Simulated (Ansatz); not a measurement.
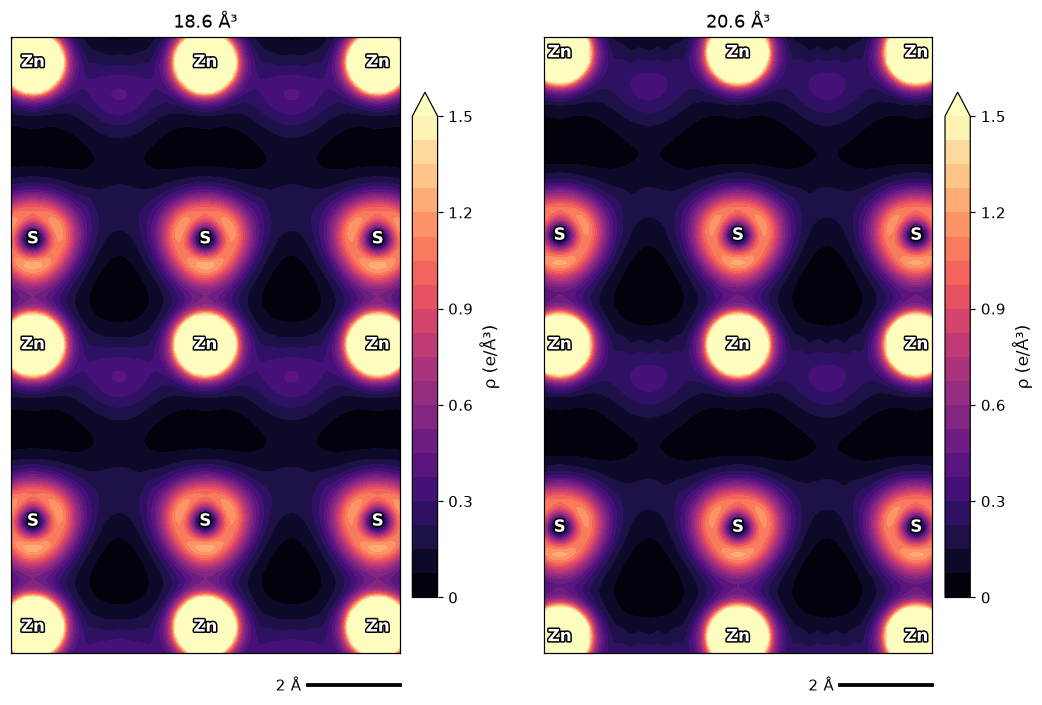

ZnS. The valence pseudo-density of cells scaled evenly to different volumes (given per atom above each panel), on the (010) plane of each (indices in the axes of the cell below), at one length scale and on one colour scale.

All numbers below come from Kohn-Sham DFT of a periodic cell, r2SCAN, Ansatz PAW (Ansatz).

The largest cell:

```xyz
8
Lattice="3.8730 0.0000 0.0000 -1.9365 3.3541 0.0000 0.0000 0.0000 12.6848" Properties=species:S:1:pos:R:3 pbc="T T T"
Zn    1.9365    1.1180    9.5136
Zn    0.0000    2.2361    3.1712
Zn    0.0000    0.0000    6.3424
Zn    0.0000    0.0000    0.0000
S     1.9365    1.1180   11.8920
S     0.0000    2.2361    5.5496
S     0.0000    0.0000    8.7208
S     0.0000    0.0000    2.3784
```

| volume (Å³/atom) | Zn–S contact in the plane (Å) | ρ at its midpoint (e/Å³) | pressure (GPa) | gap on the mesh (eV) | 
| --- | --- | --- | --- | --- |
| 18.62 | 2.300 | 0.543 | 4.4 | 2.98 | 
| 19.01 | 2.316 | ? | ? | ? | 
| 20.60 | 2.378 | 0.465 | −3.6 | 2.51 | 

Estimate the missing row, and compare with the calculation.

Answer. Over the known rows ln ρ falls by 1.99 per Å of Zn–S distance (the line through the two), which gives 0.526 e/Å³ at 2.316 Å; the calculation gives 0.528 e/Å³. For the pressure, a straight line in volume between the neighbouring rows gives 2.8 GPa; the calculation gives 2.4, lower because pressure rises ever faster on compression. For the gap on the mesh, a straight line in volume between the neighbouring rows gives 2.89 eV; the calculation gives 2.88.
